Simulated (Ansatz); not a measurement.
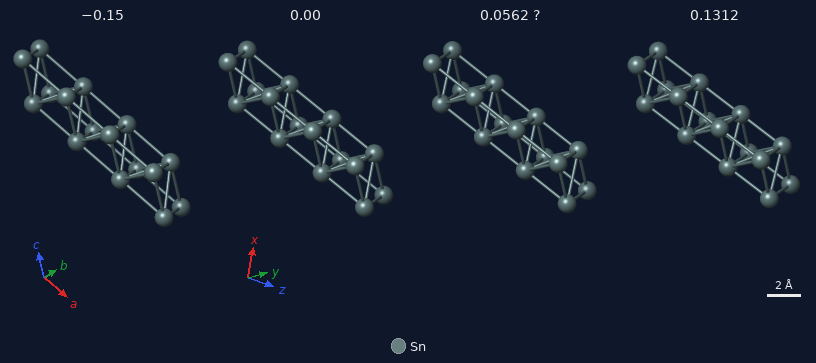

A crystal of Sn (Immm): the cell is strained in shear in the xz plane, with the atoms kept at their fractional coordinates. x, y and z are the Cartesian axes of the input. The picture is a ball-and-stick view of the cell of the calculation, repeated 3 × 1 × 1 with one cell outlined, seen slightly off an axis.

All numbers below come from DFT PBEsol, scalar-relativistic, plane waves, PAW in Ansatz. (plane-wave cutoff 420 eV; k-point mesh 20 × 20 × 20; occupations gaussian; smearing width 0.15 eV; no spin polarisation). Energies (free energies at the smearing named) are counted from the cell as listed in its source, which wasn't relaxed.

| engineering shear strain | energy change (meV/atom) |
| --- | --- |
| −0.1500 | 23.8 |
| −0.0750 | 5.4 |
| 0.0000 | 0.0 |
| 0.0187 | 0.3 |
| 0.0375 | 1.3 |
| 0.0562 | ? |
| 0.0937 | 8.5 |
| 0.1125 | 12.6 |
| 0.1312 | 17.7 |

> Estimate the missing energy from the other rows, and compare with the calculation.

A straight line between the two neighbours gives 3.7 meV/atom. A cubic through the four nearest rows (0.0187, 0.0375, 0.0937, 0.1125) gives, with Lagrange weights, (−0.2985)(0.3) + (0.9991)(1.3) + (0.4982)(8.5) + (−0.1988)(12.6) = 2.9 meV/atom. The calculation gives 3.0 meV/atom, so the cubic is 0.1 meV/atom too low and the straight line 0.7 meV/atom too high, as the curve bends upwards here.

The whole profile:

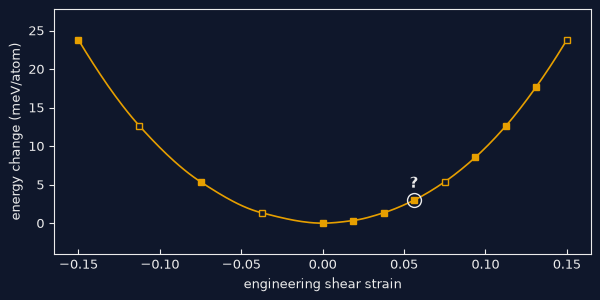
